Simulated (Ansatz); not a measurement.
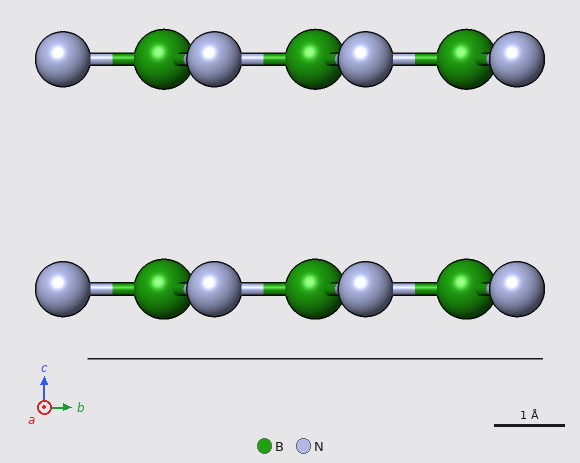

This is the input geometry for a constrained relaxation of a slab of composition BN. The picture is a ball-and-stick view of the 3 × 3 repeat of the cell, outlined in the plane, without the vacuum, seen along the a axis.

Case: bilayer, upper layer shifted by (0.5, 0).

Level of theory: Ansatz 0.2.0, DFT PBE+D3(BJ), scalar-relativistic, plane waves, PAW.

The input:
```yaml
crystal:
  lattice:
    - [2.5087542034, 0.0014369843, 0.0]
    - [1.2531178291, 2.173371902, 0.0]
    - [0.0, 0.0, 32.6]
  atoms:
    - { symbol: B, position: [0.4999824924, 0.4999824924, 0.4493865031] }
    - { symbol: "N", position: [0.8333175176, 0.8333175176, 0.4493865031] }
    - { symbol: B, position: [0.9999824924, 0.4999824924, 0.5506134969] }
    - { symbol: "N", position: [0.3333175176, 0.8333175176, 0.5506134969] }
  periodic: [true, true, false]
basis:
  ecutwfc: 420
kpoints:
  mp_grid: { grid: [10, 10, 1] }
  band_path:
    path:
      - [0, 0, 0]
      - [0.5, 0, 0]
      - [0.6666666666667, 0.3333333333333, 0]
      - [0, 0, 0]
    npoints: 8
hamiltonian:
  xc: pbe
  dispersion: d3bj
scf:
  occupations: { method: gaussian, width: 0.02 }
output:
  forces: true
  stress: true
  eigenvalues: true
  write_density: true
  write_potential: true
  elf: true
  volumetric_format: npy
relax:
  adjacent_minimum: "off"
  f_tol: 0.01
  max_steps: 50
  constraints: [{ sites: [0, 2], fix: xy }]
```

Run as
```bash
ansatz run input.yaml --threads 1 --pin off --max-ram 3072MiB --backend cpu --events-out ev --progress --plain --runs-dir out
```

### Where does the constrained relaxation end?

The largest moves relative to the layer's centre, 0.035 Å, are those of N2 and N4. N2 goes along the normal (−c). Largest moves by element: N 0.035 Å, B 0.033 Å. The lattice vectors keep their values. Over 2 accepted moves (4 points after the start) the energy falls by 0.9 meV per cell of the calculation. Largest force component: 0.031 eV/Å at the start, 0.0049 eV/Å at the end. The line search rejected the trial steps at points 1, 2 of the run. The run took of the order of 120 core-seconds on a shared host.
